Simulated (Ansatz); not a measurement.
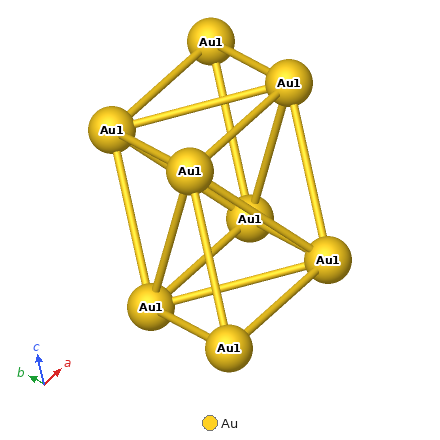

The system is Au (Fm-3m, No. 225; 1 atom in the cell); the picture shows the reference structure. 
- The cell is strained homogeneously, by one strain along x and y and another along z, with fractional coordinates fixed (x, y and z along the cube axes).
- Coordinates scanned: (1) strain along x and y; (2) strain along z.
- The scan uses a 5 × 5 grid.
- Energies: meV/atom, counted from the lowest grid point.
- Computed with DFT PBE, scalar-relativistic, plane waves, PAW in Ansatz. Settings: cutoff 420 eV, k-mesh 24×24×24, gaussian smearing 0.15 eV, no spin polarisation.

Its coordinates:

```
CELL_PARAMETERS angstrom
0.00000 2.07904 2.07904
2.07904 0.00000 2.07904
2.07904 2.07904 0.00000
ATOMIC_POSITIONS crystal
Au 0.00000 0.00000 0.00000
```

Range: strain along x and y from −3.0 to 3.0 %; strain along z from −3.0 to 3.0 %.

> What landscape does the calculation give?

The lowest grid point is at strain along x and y = 0.0 %, strain along z = 0.0 %. The energy also falls towards the edge at strain along x and y = 1.5 %, strain along z = −3.0 % (2.0 meV/atom above the lowest), where a further well may lie outside the range. The highest grid point, strain along x and y = −3.0 %, strain along z = −3.0 %, lies 73.5 meV/atom above the lowest.

```csv
"strain along z ↓, strain along x and y →",−3.0,−1.5,0.0,1.5,3.0
3.0,12.7,2.3,7.6,25.8,55.0
1.5,20.2,2.9,2.0,14.8,39.2
0.0,32.5,7.7,0.0,6.9,26.2
−1.5,50.2,17.0,2.1,2.6,16.0
−3.0,73.5,31.4,8.5,2.0,9.1
```

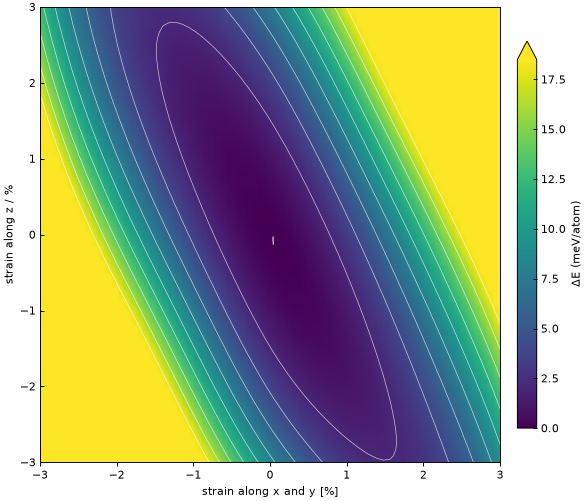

Drawn: a smooth colour map with a few white contour lines, one colour for all values above the top of the scale. Between grid points the surface is interpolated.
